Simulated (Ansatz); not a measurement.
## Run report: GaSb, single-point calculation

System: GaSb (2 atoms in the cell).
Method: DFT, r2SCAN, plane waves, PAW, no spin polarisation (Ansatz 0.2.0).

The structure was built on a prototype by a generator. The geometry comes from this level: r2SCAN. Figures and captions count atoms from 1; the log counts them from 0 in places.

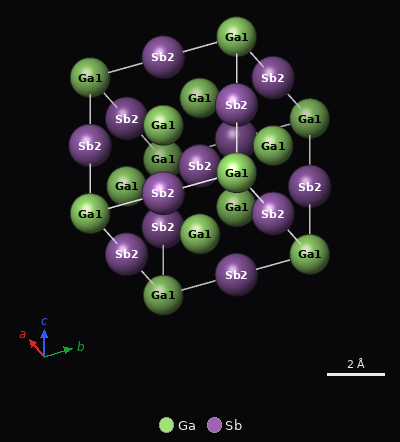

*The structure as given in the input (spheres-only view of the cell 4 times as large as that of the calculation, set on its symmetry axes, seen at an oblique angle; atoms are numbered from 1 in the order of the input). An atom can appear more than once, as a periodic image.*

Input:
```yaml
crystal:
  lattice:
    - [0.0, 2.8731179496, 2.8731179496]
    - [2.8731179496, 0.0, 2.8731179496]
    - [2.8731179496, 2.8731179496, 0.0]
  atoms:
    - { symbol: Ga, position: [0.0, 0.0, 0.0] }
    - { symbol: Sb, position: [0.5, 0.5, 0.5] }
kpoints:
  mp_grid: { grid: [8, 8, 8] }
  band_path:
    path:
      - [0.0, 0.0, 0.0]
      - [0.5, 0.0, 0.5]
      - [0.625, 0.25, 0.625]
      - [0.375, 0.375, 0.75]
      - [0.5, 0.5, 0.5]
      - [0.5, 0.25, 0.75]
      - [0.1875, 0.1875, 0.375]
    npoints: 1
hamiltonian:
  xc: r2scan
scf:
  occupations: { method: fermi_dirac, width: 0.02 }
  n_extra_bands: 4
output:
  forces: true
  stress: true
  eigenvalues: true
  write_density: true
  write_potential: true
  elf: true
  volumetric_format: npy
```

Run as:
```bash
ansatz run input.yaml --threads 2 --pin off --max-ram 2211MiB --backend cpu --events-out ev --progress --plain --runs-dir out
```

Output:
```
scf.n_extra_bands = 4 over 14 filled bands (N_el = 28.0): the run solves 18 bands
Engine: ansatz 0.2.0, aarch64-unknown-linux-gnu
Pseudopotentials: kind: paw
Pseudopotential: Ga, paw, valence charge 13, recommended cutoff 500 eV (meta_gga), Ga.paw.azcp
Pseudopotential: Sb, paw, valence charge 15, recommended cutoff 500 eV (meta_gga), Sb.paw.azcp
Functional definition: r2SCAN
  parameter k0 = 0.174
  parameter k1 = 0.065
  parameter a1 = 4.9479
  exchange = r2scan_x(k0 = k0, k1 = k1, a1 = a1)
  correlation = r2scan_c
Crystal: 2 atoms, lattice volume = 47.434 Å³
Basis set: ecut = 500 eV, 1243 PW (Γ), exchange–correlation on 120×120×120 points (64 copies of the dense FFT grid, shifted against one another)
Bands: 18, of which v1, the nominal top of the filled ones, is band 14 counted from 1 (13 counted from 0)
Symmetry: 48 space group operations
Space group: Fm-3m (ITA 225), of the structure as read, at distance tolerance 3.6e-5 Å
k-points: 29 of 512
Non-local potential: Ga, projectors of the file, l = 0: 2, l = 1: 2, l = 2: 3, l = 3: 1
Non-local potential: Sb, projectors of the file, l = 0: 2, l = 1: 2, l = 2: 2, l = 3: 2
PAW form: soft (Blöchl's): semilocal exchange-correlation on the pseudo side does not see the compensation charge
PAW frozen core: Ga, regenerated for the run's functional (the file was generated under x = pbe(κ = 0.804, μ = 0.2195149727645171), c = pbe(β = 0.06672455060314922))
PAW frozen core: Sb, regenerated for the run's functional (the file was generated under x = pbe(κ = 0.804, μ = 0.2195149727645171), c = pbe(β = 0.06672455060314922))
PAW one-centre angular grid: Ga, 590 points (default); XC on 160 Gauss nodes
PAW one-centre angular grid: Sb, 590 points (default); XC on 160 Gauss nodes
Initial density: superposition of atomic densities (neutral atoms: chi_scale 0, normalization atom), corrected by the library's trained network
Initial wavefunctions: pseudopotential atomic-orbital guess
Functional: x = r2scan, c = r2scan; τ floored in thin density (d = 2e-4 eV/Å³)
SCF iter   1: F=—  HF=-10289.280414 eV  |F-HF|=—  |Δ(HF+E_count)|=         —  Δρ=6.83e-3  dr2=1.01e-2  dr2_τ=1.16e-3  ethr=1.77e-3  ⟨swp⟩=6.0  Hψ=2674  notcnv=0
preconditioner: auto → none  [insulator: Δε(μ)=0.172 eV  Ē_g=15.508 eV  σ=0.020 eV  W_gap=0.86  n_scr=14 (ndim 8)  ℏωp=22.9 eV  f_vac=0.000  D(μ)=0.68/eV (n_scr^D=0)  ε∞_Penn≈3.2]
SCF iter   2: F=—  HF=-10289.295042 eV  |F-HF|=—  |Δ(HF+E_count)|=   1.46e-2  Δρ=1.77e-3  dr2=1.04e-3  dr2_τ=3.11e-5  ethr=3.62e-5  ⟨swp⟩=3.0  Hψ=1202  notcnv=0  defer=4
SCF iter   3: F=—  HF=-10289.294756 eV  |F-HF|=—  |Δ(HF+E_count)|=   2.86e-4  Δρ=1.31e-3  dr2=2.40e-4  dr2_τ=6.77e-6  ethr=3.73e-6  ⟨swp⟩=2.0  Hψ=885  notcnv=0  defer=4
SCF iter   4: F=—  HF=-10289.294952 eV  |F-HF|=—  |Δ(HF+E_count)|=   1.96e-4  Δρ=2.49e-4  dr2=9.87e-6  dr2_τ=9.69e-7  ethr=8.57e-7  ⟨swp⟩=2.1  Hψ=653  notcnv=0  defer=4
SCF iter   5: F=—  HF=-10289.294957 eV  |F-HF|=—  |Δ(HF+E_count)|=   5.72e-6  Δρ=3.09e-5  dr2=4.87e-7  dr2_τ=8.65e-9  ethr=3.52e-8  ⟨swp⟩=2.0  Hψ=918  notcnv=0  defer=4
SCF iter   6: F=—  HF=-10289.294958 eV  |F-HF|=—  |Δ(HF+E_count)|=   1.60e-7  Δρ=1.65e-5  dr2=1.23e-7  dr2_τ=2.02e-9  ethr=3.57e-10  ⟨swp⟩=9.9  Hψ=3401  notcnv=0
SCF iter   7: F=-10289.294958 eV  HF=-10289.294958 eV  |F-HF|=3.62e-9  |Δ(HF+E_count)|=   9.46e-8  Δρ=3.17e-6  dr2=5.23e-9  dr2_τ=7.84e-11  ethr=3.57e-10  ⟨swp⟩=8.7  Hψ=3139  notcnv=0
SCF 1 converged in 7 iterations: F = -10289.294958 eV  dr2 = 5.23e-9
  greatest PAW one-centre occupation: 0.994 electrons in one spin orbital (limit 2), on the Ga atom at site 0 (counted from 0), in its partial waves of l = 2
NSCF: frozen V_eff on 7 k-points
SCF converged after 7 iterations
Free energy (F): -10289.294958 eV
Harris-Foulkes:  -10289.294958 eV  (|F-HF|=3.62e-9)
Internal energy: -10289.294028 eV  (E = F + TS)
E sigma→0 (E₀):  -10289.294493 eV
Entropy (-TS):   -0.000929 eV (-0.465 meV/atom)
Fermi energy:    9.795442 eV
--- Per-component energies (eV) ---
  E_band       = -212.040985
  E_kinetic    = 320.825921
  E_local      = -3377.148468  (includes V_loc(G=0)·N_el)
  E_nonlocal   = 788.285896
  E_hartree    = 1568.182836
  E_xc         = -189.578286
  E_vxc        = -162.218883  (∫ρ·V_xc dr)
  E_paw        = -6603.813080  (= ΣΔE_a)
  E_vpaw       = -928.309856  (= ΣTr[D̂ρ^β])
  E_aug_tail   = -0.000044  (compensation charges beyond the density's cutoff)
  E_vtau       = 10.158245  (kinetic-family band-sum trace: ∫τ·v_τ [+ j·A + Jᵃ·Aᵃ] dr)
  E_ewald      = -2795.901771
  E_core_change = -0.147033  (= ΣΔE_core)
  E_smearing   = -0.000929  (= −TS)
  E_closure    = 0.000000  (closes the sum)
  Σ components = -10289.294958   (vs F -10289.294958, Δ=0.00e0)
--- Forces (eV/Å), atoms counted from 1 ---
  atom   1  Ga    -0.00000000     0.00000000     0.00000000
  atom   2  Sb     0.00000000     0.00000000     0.00000000
  max |Σ_I F_I| component: 9.14e-29 eV/Å
--- Stress (GPa, compression-positive) ---
       -0.008736       0.000000      -0.000000
        0.000000      -0.008736       0.000000
       -0.000000      -0.000000      -0.008736
  P = ⅓ Tr σ = -0.0087 GPa (-0.087 kbar)
--- Band table (eV; the first three rows and the last of 29) ---
  k-point 0: bands = ["-19.7241", "-19.7241", "-19.7094", "-19.7094", "-19.7094", "-5.4126", "-5.4126", "-5.3903", "-5.3903", "-5.3903", "-2.5651", "10.0043", "10.0043", "10.0043", "10.2576", "16.5520", "16.5520", "16.5520"]
  k-point 1: bands = ["-19.7240", "-19.7240", "-19.7089", "-19.7083", "-19.7083", "-5.4162", "-5.4162", "-5.3907", "-5.3885", "-5.3885", "-2.3542", "7.7860", "10.0025", "10.0025", "11.9008", "15.4605", "15.4605", "15.8666"]
  k-point 2: bands = ["-19.7241", "-19.7241", "-19.7079", "-19.7053", "-19.7053", "-5.4256", "-5.4256", "-5.3921", "-5.3833", "-5.3833", "-1.7322", "5.4007", "10.0551", "10.0551", "12.6076", "13.9106", "13.9106", "14.7793"]
  k-point 28: bands = ["-19.7284", "-19.7206", "-19.7048", "-19.7048", "-19.6957", "-5.4833", "-5.4236", "-5.3854", "-5.3854", "-5.3649", "1.0493", "3.8474", "5.6177", "5.6177", "12.2370", "13.4798", "17.2157", "17.2157"]
```

File bands.tsv:
```
# k_distance	band_0	band_1	band_2	band_3	band_4	band_5	band_6	band_7	band_8	band_9	band_10	band_11	band_12	band_13	band_14	band_15	band_16	band_17
# fermi_ev = 9.795442
# lock_threshold_ev = 1e-6
# [0, 0, 0] at k_distance = 0.000000
# [0.5, 0, 0.5] at k_distance = 1.093444
# [0.625, 0.25, 0.625] at k_distance = 1.480034
# [0.375, 0.375, 0.75] at k_distance = 2.149629
# [0.5, 0.5, 0.5] at k_distance = 2.819224
# [0.5, 0.25, 0.75] at k_distance = 3.592405
# [0.1875, 0.1875, 0.375] at k_distance = 4.289342
# levels_relative_to = fermi_ev
# free_energy_ev = -10289.294958
# largest_residual_norms_ev = 1.027e-3 1.009e-3 8.134e-4 1.251e-3 1.621e-3 6.100e-4 5.943e-4 6.426e-4 8.050e-4 7.111e-4 6.308e-4 1.059e-3 1.530e-3 8.473e-4 8.517e-4 1.193e-3 1.691e-3 1.325e-3
0.000000	-29.519576	-29.519576	-29.504797	-29.504797	-29.504797	-15.208088	-15.208088	-15.185786	-15.185786	-15.185786	-12.360498	0.208841	0.208841	0.208841	0.462199	6.756575	6.756575	6.756575
1.093444	-29.527268	-29.513619	-29.509310	-29.491188	-29.491188	-15.306125	-15.197410	-15.197403	-15.160299	-15.160299	-9.045139	-5.261397	-3.849201	-2.457259	-2.457259	3.520863	9.669227	9.669227
1.480034	-29.524566	-29.515545	-29.504382	-29.494428	-29.493037	-15.282620	-15.213618	-15.189480	-15.168967	-15.163961	-8.904089	-6.149077	-4.693317	-1.766594	-0.517063	5.940536	6.657405	7.904414
2.149629	-29.524566	-29.515545	-29.504382	-29.494428	-29.493037	-15.282620	-15.213618	-15.189480	-15.168967	-15.163961	-8.904089	-6.149077	-4.693317	-1.766594	-0.517063	5.940536	6.657405	7.904414
2.819224	-29.520169	-29.520169	-29.501847	-29.496182	-29.496182	-15.235059	-15.235059	-15.190292	-15.170691	-15.170691	-9.804134	-7.641327	0.583039	0.583039	2.412674	2.412674	3.296817	3.443122
3.592405	-29.523854	-29.516019	-29.500228	-29.500228	-29.491188	-15.278782	-15.218995	-15.180851	-15.180851	-15.160329	-8.746108	-5.948073	-4.177768	-4.177768	2.441596	3.684408	7.420256	7.420256
4.289342	-29.519580	-29.519530	-29.502710	-29.500350	-29.498564	-15.229235	-15.224442	-15.185784	-15.177781	-15.176974	-11.116577	-4.724180	-2.043838	0.992542	2.828116	2.923745	4.293981	6.992128
```

File rho_z.tsv:
```
# z_ang	rho[e/angstrom^3]
# format = ansatz-planar-average/11
# lattice	0.000000000	2.873117950	2.873117950
# lattice	2.873117950	0.000000000	2.873117950
# lattice	2.873117950	2.873117950	0.000000000
# sites	2
# site	31	0.000000000	0.000000000	0.000000000
# site	51	2.873117950	2.873117950	2.873117950
0.000000	1.275053e0
0.135440	1.145249e0
0.270880	8.490154e-1
0.406320	5.600071e-1
0.541760	3.733071e-1
0.677200	2.830253e-1
0.812640	2.493516e-1
0.948081	2.447260e-1
1.083521	2.603931e-1
1.218961	3.002994e-1
1.354401	3.761406e-1
1.489841	4.999826e-1
1.625281	6.705320e-1
1.760721	8.591141e-1
1.896161	1.010931e0
2.031601	1.069590e0
2.167041	1.010931e0
2.302481	8.591141e-1
2.437921	6.705320e-1
2.573362	4.999826e-1
2.708802	3.761406e-1
2.844242	3.002994e-1
2.979682	2.603931e-1
3.115122	2.447260e-1
3.250562	2.493516e-1
3.386002	2.830253e-1
3.521442	3.733071e-1
3.656882	5.600071e-1
3.792322	8.490154e-1
3.927762	1.145249e0
```

File v_z.tsv:
```
# z_ang	v_es[eV]	v_tot[eV]
# format = ansatz-planar-average/11
# xc	r2scan
# density_cutoff_ev	2000
# datasets	Ga=:simpson_from_first_knot:soft:shift=0	Sb=:simpson_from_first_knot:soft:shift=0
# lattice	0.000000000	2.873117950	2.873117950
# lattice	2.873117950	0.000000000	2.873117950
# lattice	2.873117950	2.873117950	0.000000000
# sites	2
# site	31	0.000000000	0.000000000	0.000000000
# site	51	2.873117950	2.873117950	2.873117950
0.000000	6.668878e0	-3.301874e0
0.135440	6.693978e0	-3.310629e0
0.270880	6.767038e0	-3.323185e0
0.406320	6.877867e0	-3.286046e0
0.541760	7.004086e0	-3.181176e0
0.677200	7.091178e0	-3.115599e0
0.812640	7.077741e0	-3.180070e0
0.948081	6.939022e0	-3.396138e0
1.083521	6.666938e0	-3.795080e0
1.218961	6.259169e0	-4.360848e0
1.354401	5.779390e0	-5.024198e0
1.489841	5.336769e0	-5.672320e0
1.625281	4.981558e0	-6.198552e0
1.760721	4.726099e0	-6.582547e0
1.896161	4.573562e0	-6.818868e0
2.031601	4.522947e0	-6.894269e0
2.167041	4.573562e0	-6.818868e0
2.302481	4.726099e0	-6.582547e0
2.437921	4.981558e0	-6.198552e0
2.573362	5.336769e0	-5.672320e0
2.708802	5.779390e0	-5.024198e0
2.844242	6.259169e0	-4.360848e0
2.979682	6.666938e0	-3.795080e0
3.115122	6.939022e0	-3.396138e0
3.250562	7.077741e0	-3.180070e0
3.386002	7.091178e0	-3.115599e0
3.521442	7.004086e0	-3.181176e0
3.656882	6.877867e0	-3.286046e0
3.792322	6.767038e0	-3.323185e0
3.927762	6.693978e0	-3.310629e0
```

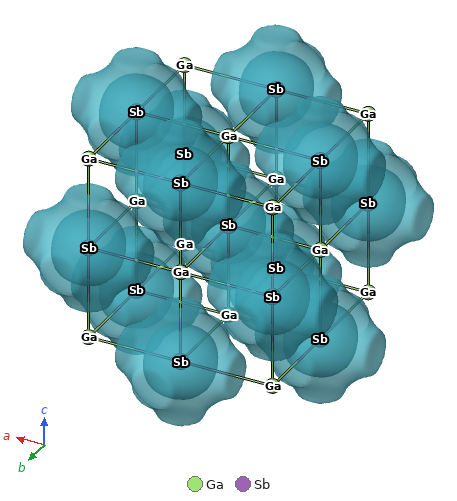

*Isosurface of the electron localisation function at 0.4 (cyan), seen at an oblique angle. Core shells and regions of very low density are left out. Sticks mark near contacts. The outline is the cell set on symmetry axes.*

Along the contacts the grid gives the following. Ga–Sb (2.87 Å): the ELF peaks at about 0.60 between the atoms. In a PAW calculation such maps are meaningful between the atoms, not at the nuclei.

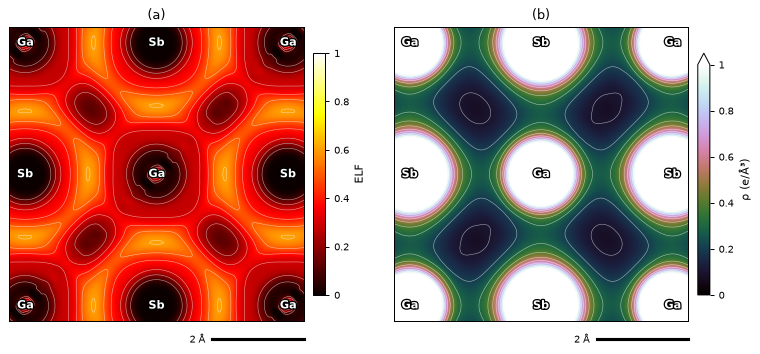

*(a) electron localisation function; (b) valence electron density on the (100) plane of the conventional cell.*

Atoms in the plane: Ga and Sb. Ga–Sb (2.87 Å): ρ is about 0.28 e/Å³ halfway; the ELF peaks at about 0.60 between the atoms. Away from the nuclei the density in this plane falls to 0.08 e/Å³ at its lowest. The strong features right at Ga lie inside the PAW spheres (semicore, d or f shells) and say nothing about bonding.

Summary:

| quantity | value |
| --- | --- |
| outcome | converged |
| space group (tolerance 0.01 Å) | Fm-3m (225) |
| electrons treated | 28 |
| free energy | −10289.2950 eV |
| Fermi energy | 9.795 eV |
| band gap | none (metallic) |
| pressure | −0.01 GPa |
| largest force (length of the vector) | under 0.001 eV/Å |
| hardware | 2 threads of Arm Neoverse V1, 24 GiB of memory available, shared host |
| wall time | 4.3 s (CPU time 8 s) |
| peak memory | 0.43 GiB |
